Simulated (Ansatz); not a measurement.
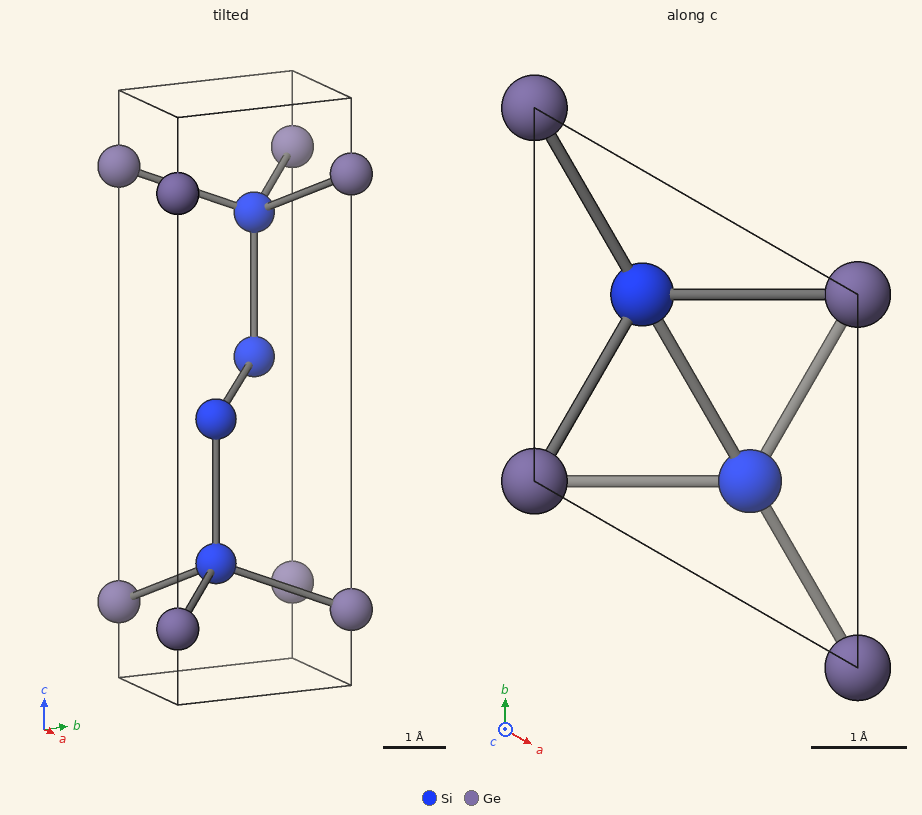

View slightly off an axis and along the c axis, drawn as a ball-and-stick model. Atoms at the boundary of the conventional unit cell (the box) are drawn once for each face, edge or corner they touch. Cell: a = 3.93 Å, b = 3.93 Å, c = 9.62 Å, α = 90.00°, β = 90.00°, γ = 120.00°.

Its origin is a structure type filled with these elements by a generator (whether the compound takes this form wasn't checked). Earlier steps of the study, as a rule a relaxation of our own, may have changed the cell and positions, so they can lie some per cent off the listed ones. An electronic-structure calculation with Ansatz was run on it.

What can be read from this drawing?

The structure is one of Si2Ge. It takes space group P-3m1 (No. 164) on a primitive hexagonal lattice. One cell contains 4 Si, 2 Ge, 6 atoms in all. Coordination numbers (contacts within bonding distance): Si 4 and Ge 4.

Results below were computed with Ansatz, DFT PBE, scalar-relativistic, plane waves, PAW; the settings were E_cut = 420 eV, a 12×12×4 grid in reciprocal space, Gaussian smearing of 0.02 eV, no spin polarisation.

What is the electronic character?

A semiconductor at this level, with a gap of 0.60 eV, indirect.

List the Bader charges.

Si +0.01 to +0.19 e; Ge -0.19 e.

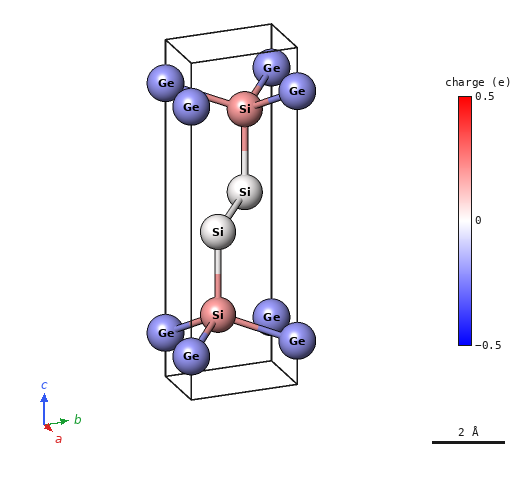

The atoms coloured by those charges. The run's cell of 6 atoms is drawn.

Does this geometry sit at a stationary point of the energy?

Yes. All forces vanish to within 0.01 eV/Å. The pressure is 0.0 GPa, close to zero.
